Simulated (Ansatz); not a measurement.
SnO (slab)

The calculation's input:

```
crystal:
  lattice:
    - [3.8201630995, 0.0, 0.0]
    - [0.0, 3.8201630995, 0.0]
    - [0.0, 0.0, 22.2260821294]
  atoms:
    - { symbol: Sn, position: [0.75, 0.25, 0.2024648327] }
    - { symbol: O, position: [0.25, 0.25, 0.2556240231] }
    - { symbol: O, position: [0.75, 0.75, 0.2556240231] }
    - { symbol: Sn, position: [0.25, 0.75, 0.3087832136] }
    - { symbol: Sn, position: [0.25, 0.75, 0.5067488278] }
    - { symbol: O, position: [-0.25, 0.75, 0.5599080182] }
    - { symbol: O, position: [0.25, 1.25, 0.5599080182] }
    - { symbol: Sn, position: [-0.25, 1.25, 0.6130672086] }
basis:
  ecutwfc: 420
kpoints:
  mp_grid: { grid: [7, 7, 1] }
hamiltonian:
  xc: pbe
  pseudopotentials: { kind: paw, azcp: { folder: soft_1 } }
  dispersion: d3bj
scf:
  occupations: { method: gaussian, width: 0.05 }
output:
  forces: true
  eigenvalues: true
  write_density: true
  write_potential: true
  elf: true
  volumetric_format: npy
efield:
  axis: 3
  dipole_correction: true
  ramp_width: 0.04
```

Run with:

```sh
ansatz run input.yaml --threads 2 --pin off --max-ram 6144MiB --backend cpu --events-out ev --progress --plain --runs-dir out
```

A point of a scan over the structure, not its minimum; PAW files of the earlier set (soft_1).

Computed with Ansatz 0.2.0, DFT PBE+D3(BJ), scalar-relativistic, plane waves, PAW.

Question: What will maps of the valence pseudo-density and electron localisation function show?

Answer: Sn–O (2.25 Å): ρ at the midpoint is about 0.44 e/Å³; the ELF peaks at about 0.85 in the valence shell of O, 0.6 Å from its nucleus, and is about 0.20 at the midpoint; no shared electron pair shows on this line.

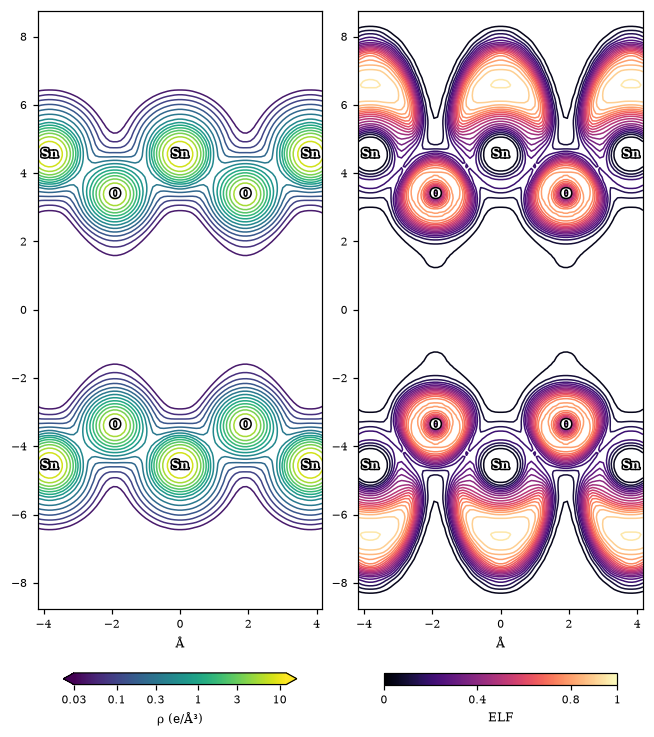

Computed valence pseudo-density and electron localisation function on the (100) plane of the calculation cell, a cut from vacuum to vacuum, in this order. 

Core electrons are frozen (PAW), and the valence fields are smoothed inside the atomic spheres.
